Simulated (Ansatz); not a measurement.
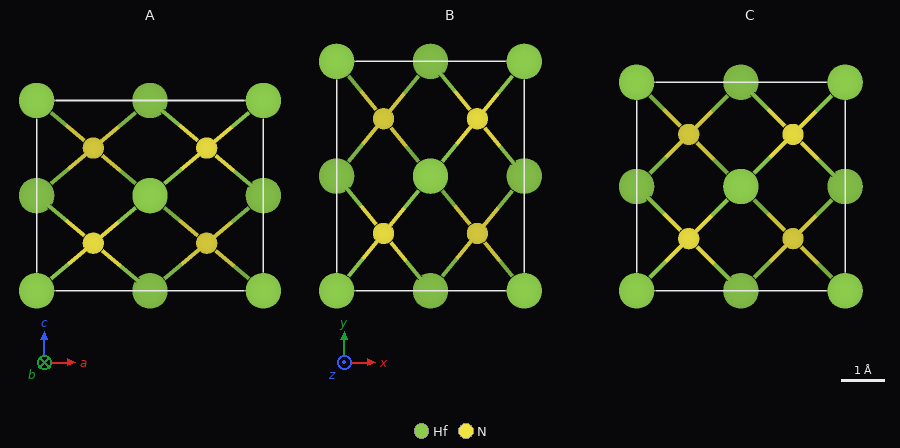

Energy scan for a crystal of HfN (F-43m), in which the cell is strained along x and oppositely along y, with the atoms kept at their fractional coordinates. x, y and z are the Cartesian axes of the input. The picture is a ball-and-stick view of the conventional cell (4 times the calculation's cell), seen along the b axis. Lengths and directions refer to the drawn axes.

Level of theory: Ansatz, DFT PBEsol, scalar-relativistic, plane waves, PAW. Set-up: plane-wave cutoff 420 eV; k-point mesh 16 × 16 × 16; occupations gaussian; smearing width 0.15 eV; no spin polarisation. Energies (free energies at the smearing named) are counted from the cell as listed in its source, which wasn't relaxed.

**Rank the frames from lowest to highest energy.**

Lowest first: C (the strain 0.00, 0.0 meV/atom), A (the strain 0.0875, 98.4 meV/atom), B (the strain −0.10, 125.7 meV/atom). Over the whole scan: the lowest computed point lies at the strain 0.00 (0.0 meV/atom). The end points stand at 125.7 meV/atom (−0.10) and 125.7 meV/atom (0.10). The unrelaxed reference is under a pressure of −5.0 GPa. The distortion takes the space group from F-43m to F222. At the strain −0.10 the cell of the drawing goes a 4.910 → 4.419 Å, c 4.910 → 5.401 Å.
